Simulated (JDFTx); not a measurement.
**A series of single points on Ir**

System: Ir (1 atom in the cell).
Method: Kohn-Sham DFT of a periodic cell, LDA, PseudoDojo-SR-LDA-0.4.1-standard, no spin polarisation (JDFTx 1.7.0 (patched build)).

The 7 runs differ only in the geometry, by an even scaling of the cell at fixed fractional positions. The structure derives from an entry of the Crystallography Open Database.

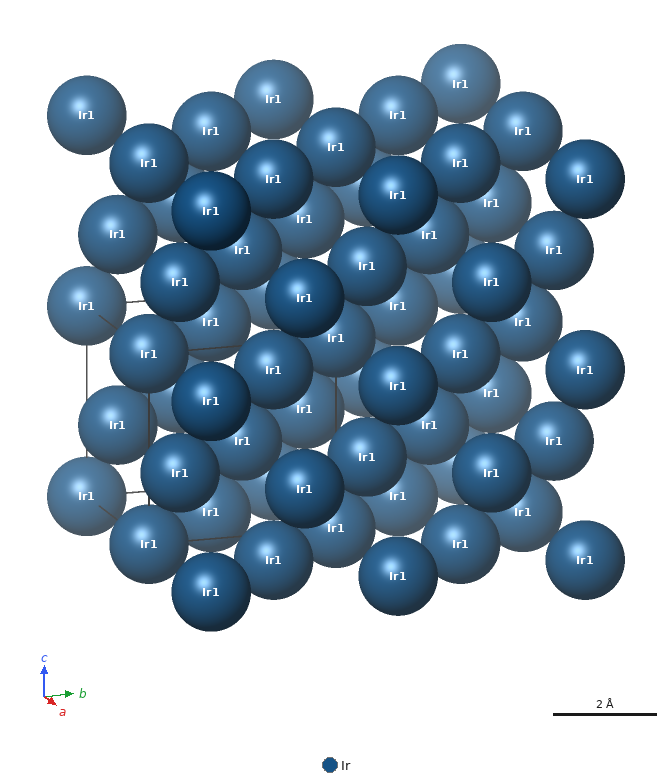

Figure 1. The structure of run 4 (spheres-only view of the cell 4 times as large as that of the calculation, set on its symmetry axes, repeated 2 × 2 × 2, seen slightly off an axis; atoms are numbered from 1 in the order of the input). An atom can appear more than once, as a periodic image.

## Input of run 4
```
lattice Face-Centered Cubic 7.2399187287
coords-type Lattice
ion Ir     0.0000000000     0.0000000000     0.0000000000 1

ion-species pseudo/Ir.upf
elec-cutoff 28
elec-ex-corr lda-PW
kpoint-folding 12 12 12
elec-smearing Fermi 0.0018374661
elec-n-bands 14
electronic-SCF nIterations 100 energyDiffThreshold 1e-09
electronic-minimize nIterations 30 energyDiffThreshold 1e-7
forces-output-coords Cartesian

dump-name run.$VAR
dump End Ecomponents EigStats BandEigs Kpoints Forces Stress
```

Command:
```bash
jdftx -c 1 -i Ir.in -o Ir.out
```

Lattice vectors (Å) and fractional positions of run 4:
```
   0.000000    1.915600    1.915600
   1.915600    0.000000    1.915600
   1.915600    1.915600    0.000000
Ir  0.000000  0.000000  0.000000
```

Run 3 has the same physical settings and fractional positions; its lattice vectors (Å) are:
```
   0.000000    1.902743    1.902743
   1.902743    0.000000    1.902743
   1.902743    1.902743    0.000000
```

## Results, with one run withheld

| run | volume per atom (Å³) | free energy per atom, from the lowest run given (meV) | pressure (GPa) |
| --- | --- | --- | --- |
| 1 | 13.215 | 27.43 | 18.19 |
| 2 | 13.496 | 2.28 | 8.15 |
| 3 | 13.778 | ? | ? |
| 4 | 14.059 | 0.00 | −8.60 |
| 5 | 14.340 | 19.27 | −15.54 |
| 6 | 14.621 | 49.98 | −21.67 |
| 7 | 14.902 | 90.85 | −27.08 |

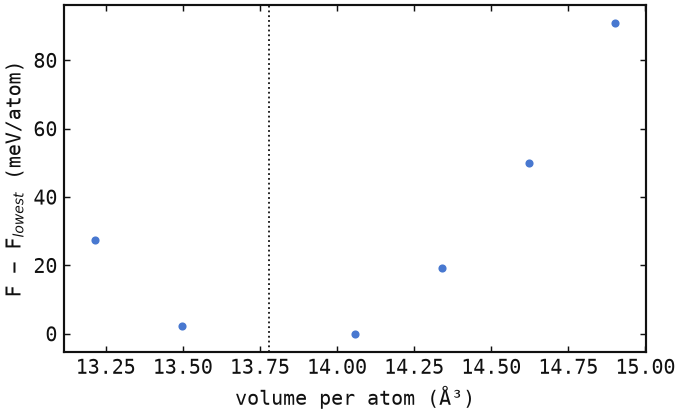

Figure 2. Free energy per atom of the runs given; the dotted line marks run 3.

Fit the runs given and predict run 3.

A cubic polynomial in V^(−2/3) (the Birch–Murnaghan form), fitted to the 6 runs given, misses them by at most 0.01 meV per atom. With x = V^(−2/3) − 0.17146 Å⁻², it reads F = 1.2699 − 6230.4 x + 1.2791e+06 x² + 4.0099e+06 x³ (meV per atom). At run 3 it gives −6.24 meV per atom, and the run itself gives −6.20. The slope of the fit gives a pressure −dF/dV of 0.46 GPa there, and the run prints −0.74 GPa. The two needn't agree exactly: the fit is approximate, and the printed stress is taken on a finite basis. The fit has its minimum at 13.793 Å³ per atom, where V d²F/dV² gives 408 GPa: the bulk modulus at this level, since symmetry fixes the shape and the positions.

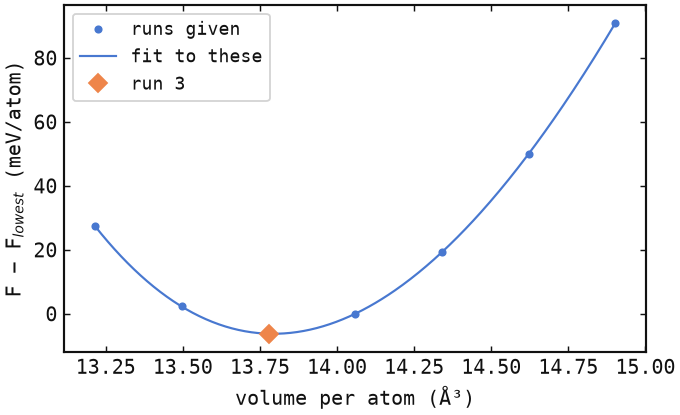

Figure 3. The fit and the withheld run.

## Some lines of the output (run 3)
```
[...]
unit cell volume = 92.9752
     Etot =     -106.8556560309068004
        F =     -106.8558224979838798
	HOMO-LUMO gap: +0.000953
	Optical gap  : +0.032144 at state 34 ( [ +0.000000 +0.333333 +0.333333 ] spin 0 )
```

Notes: Spin–orbit coupling is left out, which matters for Ir.
